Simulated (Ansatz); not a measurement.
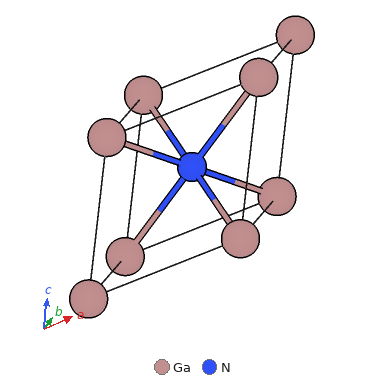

System: GaN, space group Fm-3m (No. 225). The picture shows the cell.

Input of the run:
```
crystal:
  lattice:
    - [0.0, 2.135235, 2.135235]
    - [2.135235, 0.0, 2.135235]
    - [2.135235, 2.135235, 0.0]
  atoms:
    - { symbol: Ga, position: [0.0, 0.0, 0.0] }
    - { symbol: "N", position: [0.5, 0.5, 0.5] }
hamiltonian:
  xc: pbe
  pseudopotentials: { kind: paw }
kpoints:
  mp_grid: { grid: [8, 8, 8] }
scf:
  occupations: { method: fixed }
output:
  forces: true
  stress: true
elastic:
  mode: relaxed_ion
  stencil: two_point
```

Launched with:
```bash
ansatz run input.yaml --threads 2 --pin off --max-ram 5632MiB --backend cpu --events-out ev --progress --plain --runs-dir out
```

Calculation (Ansatz 0.2.0): plane-wave DFT, no spin polarisation; elastic constants in Voigt order on the axes of the given cell. Level: PBE.

```csv
setting,value
k mesh,8×8×8
occupations,fixed
potentials,Ansatz PAW
wave cutoff,420 eV
density cutoff,1680 eV
program settings,"xc grid level 2, xc grid task forces"
```

Predict the sound velocities against the direction of travel in the xy, xz and yz planes, from the elastic constants and the density.

Along x the longitudinal wave runs at 6.61 km/s and the transverse ones at 5.35 and 5.35 km/s, the same along y and z; along x + y they run at 7.84, 5.35 and 3.31 km/s (density 7.14 g/cm³). Over all directions E runs from 208 to 462 GPa, a ratio of 2.2. E is 208 GPa along x, y and z alike, and 462 GPa along the body diagonal x + y + z. The Hill averages are K = 208 GPa and G = 139 GPa; K/G = 1.49.

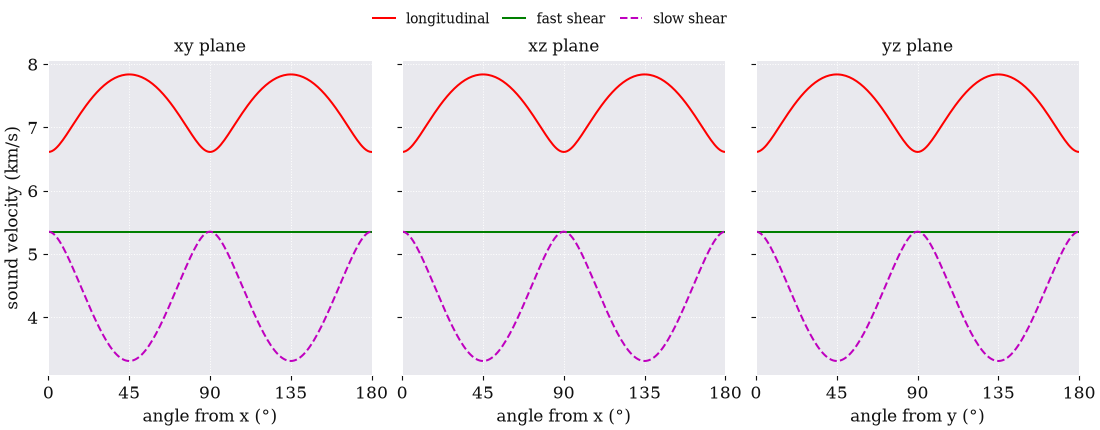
